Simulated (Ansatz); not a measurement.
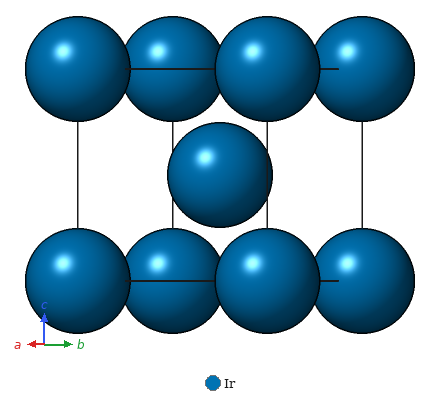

The structure, seen along [210]; the drawing may span several cells.

Structure (in its standard cell), the geometry relaxed with Ansatz 0.2.0, DFT, r2SCAN, plane waves (500 eV) with PAW, scalar-relativistic; the starting structure was generated, so it need not be a known form of this composition:

```
Ir
1.0
     3.08821    0.00000    0.00000
     0.00000    3.08821    0.00000
     0.00000    0.00000    3.08821
Ir
2
Direct
  0.00000 0.00000 0.00000
  0.50000 0.50000 0.50000
```

### Predict the [210] zone-axis pattern (100 kV, kinematic, B = 0.5 Å²).

The spots form a centred rectangular net whose two shortest vectors correspond to d = 1.54 Å and 1.26 Å, 65.9° apart. They are 0 0 2 and 1 -2 1. The pattern has symmetry 2mm. The lattice centring (I) removes all reflections that break h + k + l = 2n.

Strongest reflections with d > 0.80 Å, one of each family (|F|² from tabulated Gaussian fits of the electron scattering factors, times a small damping for the curvature of the Ewald sphere):

```tsv
hkl	d (Å)	I (strongest = 100)
0 0 2	1.544	100
1 -2 1	1.261	63
1 -2 3	0.825	18
```

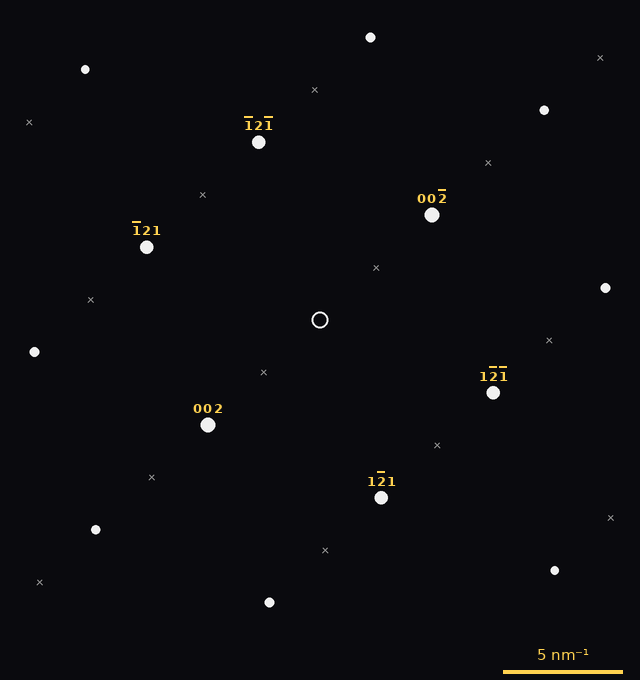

Calculated pattern, seen from the source side with [210] pointing towards the source; crosses mark the places of extinct reflections.
